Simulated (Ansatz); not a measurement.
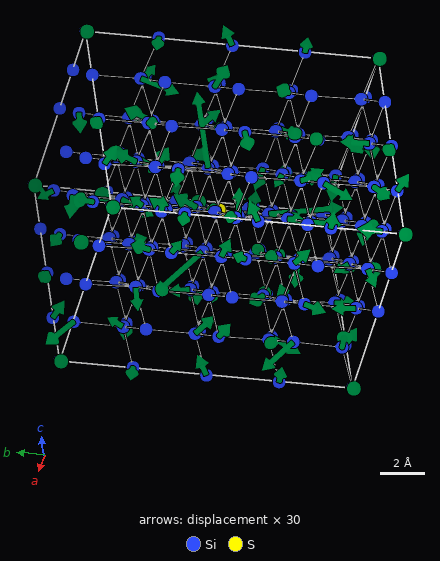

A relaxation of a defect cell of composition Si127S. The starting structure is drawn; green arrows show the displacements, magnified 30 times.

Style: ball-and-stick. Shown: the cell of the calculation, from a free direction.

Theory: Ansatz 0.2.0, DFT, PBEsol, PAW, plane waves. (plane-wave cutoff 420 eV; k-point mesh 1 × 1 × 1; mesh shifted by (0.25, 0.25, 0.25); no spin polarisation; atoms relaxed in a fixed cell; force threshold 0.03 eV/Å; at most 80 steps)

### Describe the change and its energy.

The largest moves, 0.12 Å, are those of Si atoms. Largest moves by element: Si 0.12 Å, S 0.03 Å. The cell doesn't change. Among the contacts that change: S–Si 2.335 → 2.474 Å, S–Si 2.354 → 2.471 Å, Si–Si 2.418 → 2.320 Å, Si–Si 2.437 → 2.351 Å. Bond angles that change, for instance: Si–Si–Si 108.1° → 111.9°, Si–Si–Si 109.8° → 106.0°, Si–Si–S 110.5° → 107.0°. The energy falls by 1.177 eV per cell of the calculation in 4 accepted moves (5 points after the start). The largest force component goes from 1.1 to 0.0097 eV/Å. The line search rejected the trial step at point 2 of the run.
